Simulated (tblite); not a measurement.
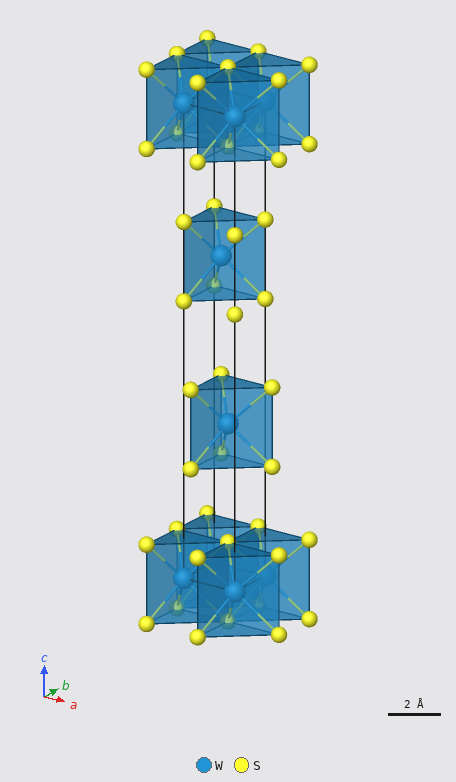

**Figure 1.** The structure (polyhedral view of the cell 3 times as large as that of the calculation, set on its symmetry axes, seen slightly off an axis; polyhedra are completed across the faces of the cell).

Single-point calculation of WS2

System: WS2 (3 atoms in the cell).
Method: GFN1-xTB tight binding on a periodic cluster of cells at the zone centre (tblite 0.8.0).

The structure was built on a prototype by a generator. The geometry comes from this level: r2scan-rvv10.

The input:
```python
import json
from ase import Atoms
from ase.build import make_supercell
from ase.units import Bohr, GPa, Hartree
from tblite.interface import Calculator

atoms = Atoms(['W', 'S', 'S'],
              cell=[[1.585887, 0.915612, 6.23747], [-1.585887, 0.915612, 6.23747], [-0.0, -1.831224, 6.23747]],
              scaled_positions=[[-1.2e-05, -1.2e-05, -1.2e-05], [0.416798, 0.416798, 0.416798], [0.24988, 0.24988, 0.24988]],
              pbc=True)
cluster = make_supercell(atoms, [[0, 3, -3], [3, -3, 0], [-1, -1, -1]])
calc = Calculator('GFN1-xTB', cluster.numbers, cluster.positions / Bohr, lattice=cluster.cell[:] / Bohr, periodic=cluster.pbc)
calc.set('temperature', 0.02 / Hartree)
calc.set('max-iter', 150)
res = calc.singlepoint()
levels = res.get('orbital-energies') * Hartree
nv = round(res.get('orbital-occupations').sum() / 2)
cells = len(cluster) // len(atoms)
out = {'energy_per_cell': res.get('energy') * Hartree / cells, 'homo': levels[nv - 1], 'lumo': levels[nv],
       'stress': (-res.get('virial') * Hartree / cluster.get_volume() / GPa).tolist(), 'charges': res.get('charges')[:len(atoms)].tolist(), 'electrons': 2 * nv / cells}
json.dump(out, open('results.json', 'w'))
for key, value in out.items():
    print(key, value)
```

Run on 1 thread of Arm Neoverse V2, 24 GiB of memory available, shared host.

Launch command:
```bash
python run.py
```

Output:
```
------------------------------------------------------------
  cycle        total energy    energy error   density error
------------------------------------------------------------
      1     -260.2897877651  -2.6051123E+02   7.7023688E-01
      2     -252.7804273081   7.5093605E+00   9.2116258E-01
      3     -265.6300093387  -1.2849582E+01   3.5165349E-01
      4     -265.6167034441   1.3305895E-02   3.2141442E-02
      5     -265.6311664081  -1.4462964E-02   1.2280357E-02
      6     -265.6327740464  -1.6076383E-03   2.3704061E-03
      7     -265.6328277752  -5.3728811E-05   1.0222553E-03
      8     -265.6329566505  -1.2887527E-04   1.4950989E-04
      9     -265.6329578205  -1.1700057E-06   4.5937243E-05
     10     -265.6329578312  -1.0672522E-08   3.5317268E-05
     11     -265.6329578465  -1.5353919E-08   5.4957140E-06
------------------------------------------------------------

 total:                                   5.065 sec
energy_per_cell -267.7126280280214
homo -9.825388523489242
lumo -7.46955932801463
stress [[2.695224263465403, 9.774420896522628e-06, 2.7867468332622086e-07], [9.77442089690586e-06, 2.6952958133432574, 4.086333389261995e-08], [2.786746832158855e-07, 4.086333415038427e-08, -1.660108417726863]]
charges [0.37981406551219155, -0.1899453234521869, -0.1898661369429189]
electrons 18.0
```

Key numbers:

| quantity | value |
| --- | --- |
| outcome | converged |
| space group (tolerance 0.01 Å) | R3m (160) |
| electrons treated | 18 |
| total energy | −267.7126 eV |
| band gap | 2.36 eV |
| pressure | 1.24 GPa |
| wall time | 5.6 s |
| peak memory | 0.16 GiB |
